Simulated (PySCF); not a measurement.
C$_{7}$H$_{8}$ (Norbornadiene)

The calculation's input:

```
{"job": {"kind": "nmr", "xc": "PBE0", "basis": "pcSseg-2"}, "charge": 0, "multiplicity": 1}
C      0.947665     0.604659    -0.352249
C      0.854830    -0.720133    -0.340888
C     -0.518376    -1.071689     0.239482
C     -1.571838    -0.553939    -0.744209
C     -1.479804     0.770930    -0.755709
C     -0.363239     1.152328     0.221169
C     -0.614896     0.061066     1.288289
H      1.752103     1.214246    -0.739965
H      1.566654    -1.441328    -0.718101
H     -0.646272    -2.095691     0.584945
H     -2.210769    -1.182462    -1.348666
H     -2.027468     1.472650    -1.369613
H     -0.346150     2.190081     0.548429
H     -1.601316     0.133297     1.750382
H      0.171253     0.012199     2.044271
```

Command:

```sh
OMP_NUM_THREADS=1 python probes_run.py task.json out
```

Geometry: PBE0-D3(BJ)/def2-TZVP.

Theory: PBE0/pcSseg-2, SCF density, gas phase, non-relativistic in PySCF 2.14.0.

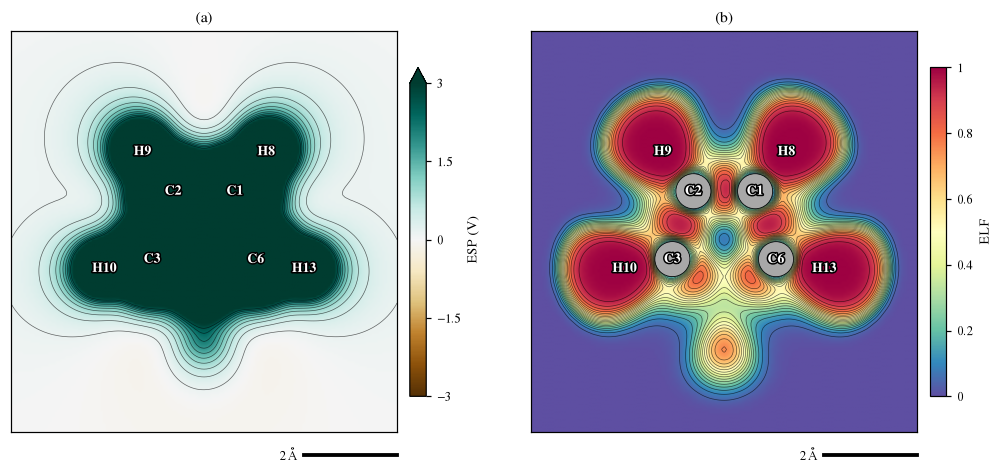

Figure 1. (a) molecular electrostatic potential; (b) ELF on the plane of atoms C1, C2 and H9. Grey discs cover the atomic cores in the ELF map.

Describe what can be read from this map.

Answer. The plane passes through C and H nuclei.
C–C (1.33 Å): the ELF peaks at about 0.95 between the atoms; a short, multiple covalent bond.
C–H (1.08 Å): the ELF climbs to about 1 towards the hydrogen, as it does in any bond to H; an ordinary covalent bond to hydrogen.
C–C (1.53 Å): the ELF peaks at about 0.95 between the atoms (a shared electron pair).
The potential has no marked negative region in this plane.

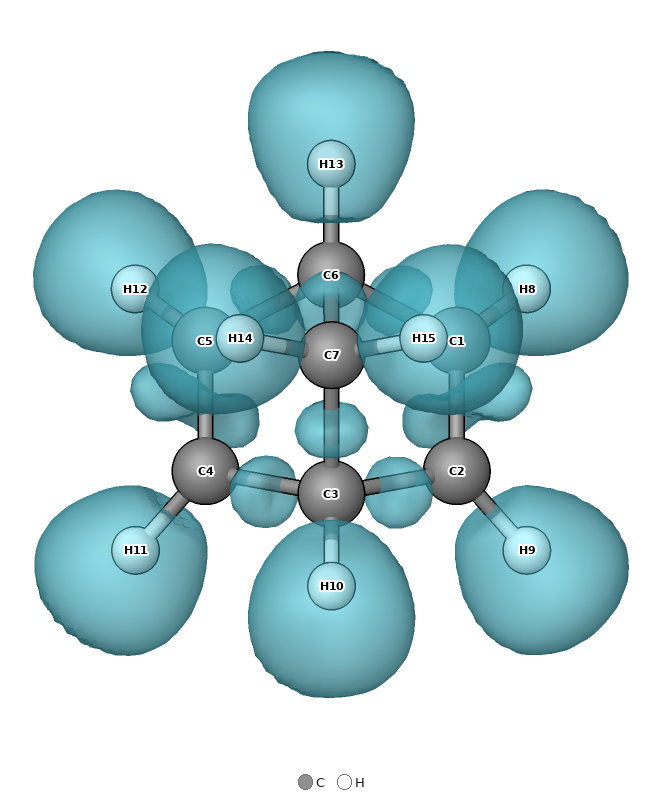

Figure 2. Isosurface of the ELF at 0.85 (cyan), seen at a tilt. Only the valence region is drawn (cores and ρ < 0.01 e/Å³ removed).

What do the ELF domains correspond to?

Answer. At this value the surface marks out eight regions between bonded C–C atoms (shared pairs) and eight regions around hydrogen nuclei.

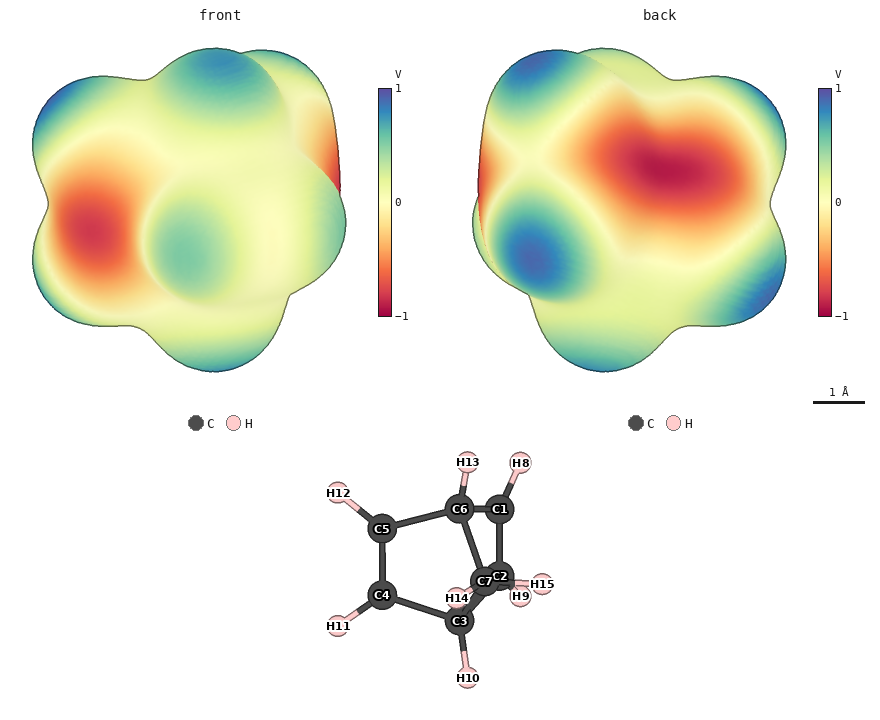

Figure 3. The electrostatic potential painted on the density surface at 0.002 e/bohr³, seen from the front and from behind; the colour scale runs from red (negative) to blue (positive). The bare structure is drawn below in the same view.

Describe the electrostatic potential map.

Answer. The most negative region (about −0.9 V) lies over the π face of C1, C2, C4 and C5, the most positive (about +0.9 V) over H8, H9, H11 and H12.

What dipole moment does the calculation give?

Answer. Its dipole moment is 0.07 D.
